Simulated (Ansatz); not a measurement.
Here is a crystal structure:

```
CELL_PARAMETERS angstrom
5.80508 0.00000 0.00000
-2.90254 5.02734 0.00000
0.00000 0.00000 10.46332
ATOMIC_POSITIONS crystal
Zr 0.99461 0.66667 0.16667
Zr 0.33333 0.32794 0.16667
Zr 0.67206 0.00539 0.16667
S 0.33333 0.66667 0.00164
S 0.33333 0.66667 0.33169
Zr 0.66127 0.00000 0.50000
Zr 0.00000 0.66127 0.50000
Zr 0.33873 0.33873 0.50000
S 0.00000 0.00000 0.33498
S 0.00000 0.00000 0.66502
Zr 0.32794 0.33333 0.83333
Zr 0.66667 0.99461 0.83333
Zr 0.00539 0.67206 0.83333
S 0.66667 0.33333 0.66831
S 0.66667 0.33333 0.99836
```

Say what kind of structure these coordinates give.

Answer. The stoichiometry is Zr₃S₂. Its lattice is rhombohedral (trigonal R), its space group R32 (No. 155). Content of the cell: 9 Zr, 6 S (Z = 3). About every Zr there are four S at 2.61 to 2.62 Å. The neighbours of S are six Zr in a trigonal prismatic arrangement at 2.61 to 2.62 Å. Not all metal-metal contacts are counted. The bonds build a three-dimensional framework.

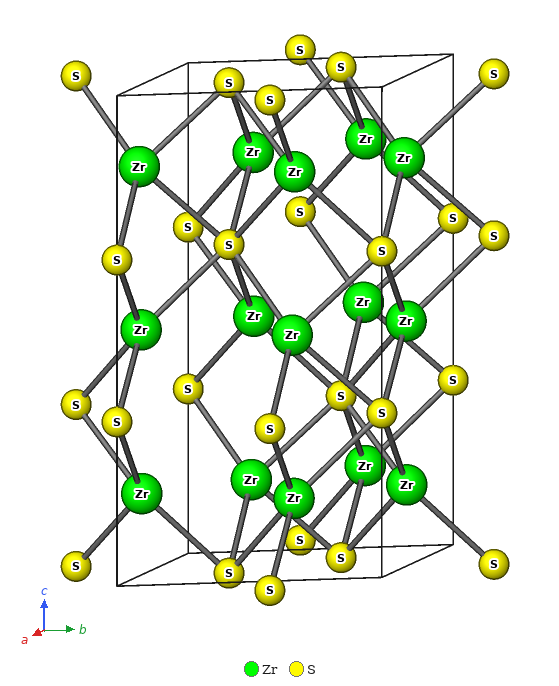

We look at a ball-and-stick model of the crystal slightly off an axis. The frame is the conventional unit cell; atoms at its boundary are shown with their periodic copies. Some neighbours outside the box are added.

Provenance: a structure listed in the Materials Project. Earlier steps of the study may have refined or changed the cell and positions. It went into a calculation with Ansatz.
